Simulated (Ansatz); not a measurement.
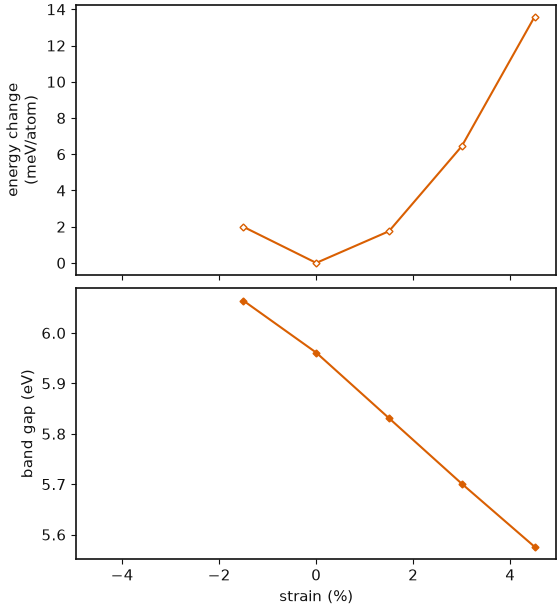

Plotted: energy change and band gap against strain for KF, space group Fm-3m (No. 225).

Cell as given: a = 3.833 Å, b = 3.833 Å, c = 5.421 Å, α = 90.00°, β = 90.00°, γ = 90.00°; 4 atoms.

Computed with Ansatz 0.2.0: energy, stress and cell of a relaxed crystal along a series of strains, atoms and what the cell freedom names relaxed within the symmetry; plane waves with PAW datasets, Γ-centred k mesh; energies extrapolated to zero smearing. Level: PBE, no spin polarisation.

- wave cutoff: 420 eV
- k mesh: 6×6×4
- occupations: Gaussian
- smearing width: 0.02 eV
- strain kind: biaxial in the ab plane
- cell freedom: length and tilt of c free

The points at strain −4.5 % and −3.0 % are left out of the plot. What values does the calculation give there?

| strain (%) | energy change (meV/atom) | band gap (eV) |
| --- | --- | --- |
| −4.5 | 20.56 | 6.250 |
| −3.0 | 8.49 | 6.160 |
